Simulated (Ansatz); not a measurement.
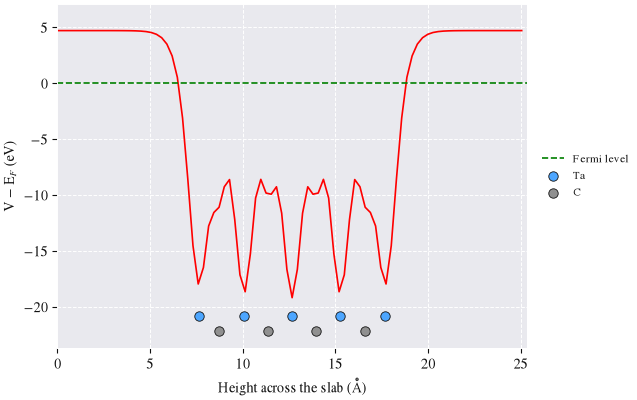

Plane-averaged electrostatic potential energy of an electron across the slab; circles at the bottom mark the heights of the atoms (positions after relaxation).

Structure: a (111) slab cut from TaC (Fm-3m), of composition Ta5C4 (not the bulk's), ended by Ta planes, 9 atoms in the cell.

Method: DFT PBE, scalar-relativistic, plane waves, PAW, no spin polarisation, 12×12×1 k mesh, 420 eV cutoff (Ansatz).

> What is the work function?

The work function is 4.72 eV, the same on both faces. The two vacuum levels agree, so the slab has no net dipole along its normal.

> How thick are slab and vacuum?

The outermost atoms are 10.1 Å apart, which leaves 15.3 Å of vacuum in a cell 25.3 Å high.

Spin-orbit coupling is left out, which matters for Ta.
